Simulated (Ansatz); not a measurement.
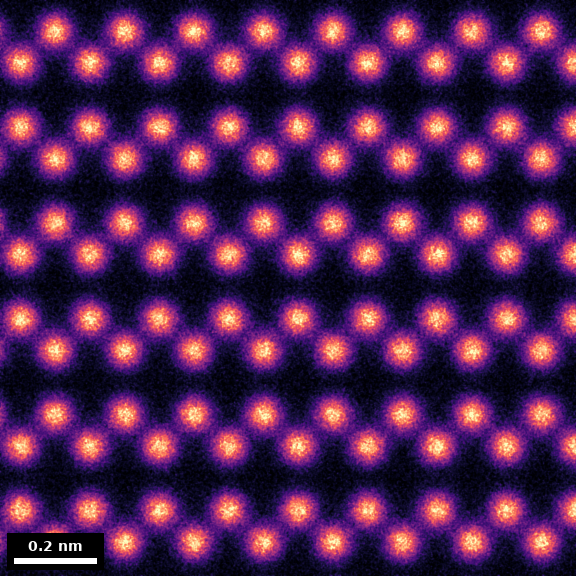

Dark-field STEM-like image of Rh (P6_3/mmc, No. 194). The image is simulated as a sum over atoms of Z^1.8, blurred by a 0.64 Å probe (no channelling). The probe carries 25 % of its weight in a tail 2.5 times as wide. Shot noise was added. Model: the end point of a relaxation with DFT, PBEsol, plane waves (420 eV) with PAW, scalar-relativistic in Ansatz; the starting structure was generated, so it need not be a known form of this composition.

```
Rh
1.0
     2.68870    0.00000    0.00000
    -1.34435    2.32848    0.00000
     0.00000    0.00000    4.33693
Rh
2
Direct
  0.33333 0.66667 0.25000
  0.66667 0.33333 0.75000
```

**Which beam direction gives this image, [100], [201], [311] or [102]? (Directions equivalent by symmetry count as one.)**

[201]. The projected cells are 2.33 × 4.34 Å, 90° for [100]; 1.69 × 2.48 Å, 110° for [201]; 1.59 × 2.05 Å, 93° for [311]; 1.28 × 2.33 Å, 90° for [102], and the image repeats as the [201] one does.
